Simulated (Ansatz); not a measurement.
## Energy of Si along an even scaling of the cell

System: Si (1 atom in the cell).
Method: DFT, PBEsol, plane waves (420 eV) with PAW, scalar-relativistic, no spin polarisation (Ansatz 0.2.0).

The 6 runs differ only in the geometry, by an even scaling of the cell at fixed fractional positions.

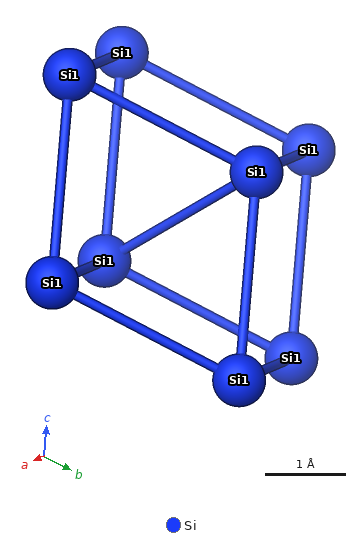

Figure 1. The structure of run 4 (ball-and-stick view of the cell of the calculation, seen slightly off an axis; atoms are numbered from 1 in the order of the input).

**Input of run 4**
```yaml
crystal:
  lattice:
    - [-1.5473029496, 1.5473029496, 1.5473029496]
    - [1.5473029496, -1.5473029496, 1.5473029496]
    - [1.5473029496, 1.5473029496, -1.5473029496]
  atoms:
    - { symbol: Si, position: [0.0, 0.0, 0.0] }
hamiltonian:
  xc: pbesol
  pseudopotentials:
    kind: paw
    azcp:
      Si: "pseudopotentials/Si.paw.azcp"
basis:
  ecutwfc: 420
  fft_grid_basis: typed
kpoints:
  mp_grid: { grid: [16, 16, 16], shift: [0, 0, 0] }
magnetization:
  spin_polarized: false
scf:
  occupations: { method: fermi_dirac, width: 0.1 }
  lower_state_search: "off"
output:
  stress: true
```

Run 2 differs from it as follows:
```diff
-    - [-1.5473029496, 1.5473029496, 1.5473029496]
-    - [1.5473029496, -1.5473029496, 1.5473029496]
-    - [1.5473029496, 1.5473029496, -1.5473029496]
+    - [-1.5065653845, 1.5065653845, 1.5065653845]
+    - [1.5065653845, -1.5065653845, 1.5065653845]
+    - [1.5065653845, 1.5065653845, -1.5065653845]
```

**Results, with one run withheld**

| run | volume per atom (Å³) | free energy per atom, from the lowest run given (meV) | pressure (GPa) |
| --- | --- | --- | --- |
| 1 | 13.108 | 35.04 | 10.38 |
| 2 | 13.678 | ? | ? |
| 3 | 14.248 | 0.00 | 0.18 |
| 4 | 14.818 | 6.21 | −3.54 |
| 5 | 15.388 | 24.37 | −6.56 |
| 6 | 15.958 | 52.21 | −9.00 |

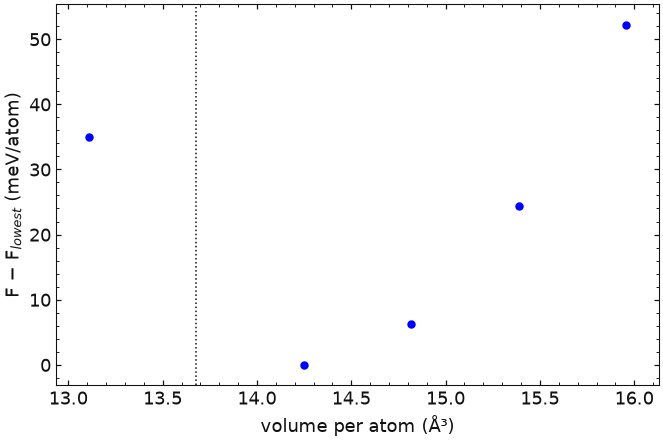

Figure 2. Free energy per atom of the runs given; the dotted line marks run 2.

Estimate the energy of run 2 from the others.

A cubic polynomial in V^(−2/3) (the Birch–Murnaghan form), fitted to the 5 runs given, misses them by at most 0.01 meV per atom. With x = V^(−2/3) − 0.16704 Å⁻², it reads F = 2.9947 − 2061.1 x + 3.5212e+05 x² + 2.2569e+05 x³ (meV per atom). At run 2 it gives 8.46 meV per atom, and the run itself gives 8.49. The slope of the fit gives a pressure −dF/dV of 4.75 GPa there, and the run prints 4.75 GPa. The fit has its minimum at 14.272 Å³ per atom, where V d²F/dV² gives 102 GPa: the bulk modulus at this level, since symmetry fixes the shape and the positions.

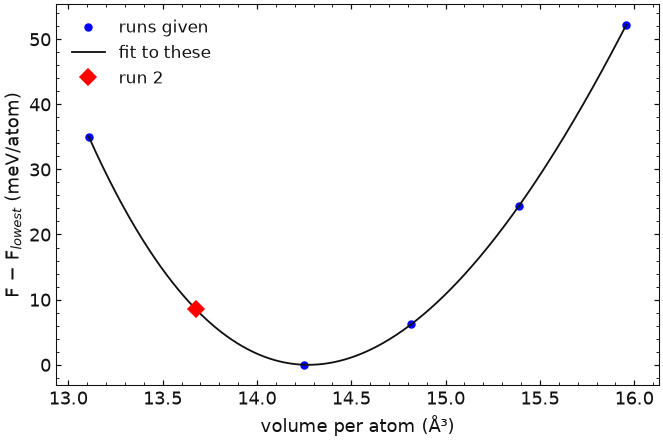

Figure 3. The fit and the withheld run.

**Output, shortened to warnings, some set-up lines, iterations and results (run 2)**
```
Warning: [file] the record states the generating functional pbe (its physics header spells it `PBE`), which answers neither for hamiltonian.xc's functional nor for the pbesol family's — results may be inconsistent (PPs are generated against a specific XC)
Basis set: ecut = 420 eV, 249 PW (Γ)
Symmetry: 48 space group operations
k-points: 145 of 4096
Initial density: superposition of atomic densities (neutral atoms: chi_scale 0, normalization atom), corrected by the library's trained network
[...]
SCF iter   1: F=—  HF=-621.097643 eV  |F-HF|=—  |Δ(HF+E_count)|=         —  Δρ=1.22e-3  dr2=9.03e-5  ethr=1.77e-3  ⟨swp⟩=5.0  Hψ=8256  notcnv=0
SCF iter   2: F=—  HF=-621.097642 eV  |F-HF|=—  |Δ(HF+E_count)|=   1.36e-6  Δρ=6.00e-4  dr2=2.12e-5  ethr=2.26e-6  ⟨swp⟩=1.9  Hψ=2182  notcnv=0
SCF iter   3: F=—  HF=-621.097645 eV  |F-HF|=—  |Δ(HF+E_count)|=   2.91e-6  Δρ=5.13e-5  dr2=3.34e-7  ethr=5.29e-7  ⟨swp⟩=2.2  Hψ=1126  notcnv=0
SCF iter   4: F=-621.097644 eV  HF=-621.097644 eV  |F-HF|=1.65e-9  |Δ(HF+E_count)|=   1.53e-7  Δρ=1.61e-5  dr2=1.50e-8  ethr=8.35e-9  ⟨swp⟩=2.0  Hψ=1136  notcnv=0
SCF iter   5: F=-621.097644 eV  HF=-621.097644 eV  |F-HF|=1.99e-11  |Δ(HF+E_count)|=   3.11e-9  Δρ=7.79e-7  dr2=6.31e-11  ethr=3.75e-10  ⟨swp⟩=2.0  Hψ=1133  notcnv=0
SCF iter   6: F=-621.097644 eV  HF=-621.097644 eV  |F-HF|=2.84e-12  |Δ(HF+E_count)|=  1.23e-11  Δρ=2.27e-7  dr2=6.03e-12  ethr=1.58e-12  ⟨swp⟩=1.0  Hψ=2156  notcnv=0
SCF 1 converged in 6 iterations: F = -621.097644 eV  dr2 = 6.03e-12
SCF converged after 6 iterations
Free energy (F): -621.097644 eV
Harris-Foulkes:  -621.097644 eV  (|F-HF|=2.84e-12)
Internal energy: -621.080307 eV  (E = F + TS)
E sigma→0 (E₀):  -621.088976 eV
Entropy (-TS):   -0.017337 eV (-17.337 meV/atom)
Fermi energy:    11.314645 eV
--- Per-component energies (eV) ---
  E_band       = 22.211013
  E_kinetic    = 42.270135
  E_local      = 4.400111  (includes V_loc(G=0)·N_el)
  E_nonlocal   = 25.621934
  E_hartree    = 0.307339
  E_xc         = -56.197794
  E_vxc        = -48.752503  (∫ρ·V_xc dr)
  E_paw        = -498.379455  (= ΣΔE_a)
  E_vpaw       = -1.943350  (= ΣTr[D̂ρ^β])
  E_aug_tail   = 0.000007  (compensation charges beyond the density's cutoff)
  E_ewald      = -139.134145
  E_core_change = 0.031561  (= ΣΔE_core)
  E_smearing   = -0.017337  (= −TS)
  E_closure    = 0.000000  (closes the sum)
  Σ components = -621.097644   (vs F -621.097644, Δ=0.00e0)
--- Stress (GPa, compression-positive) ---
        4.746983      -0.000000       0.000000
       -0.000000       4.746983      -0.000000
        0.000000       0.000000       4.746983
  P = ⅓ Tr σ = 4.7470 GPa (47.470 kbar)
```

The program warns: the PAW datasets were made with another functional.
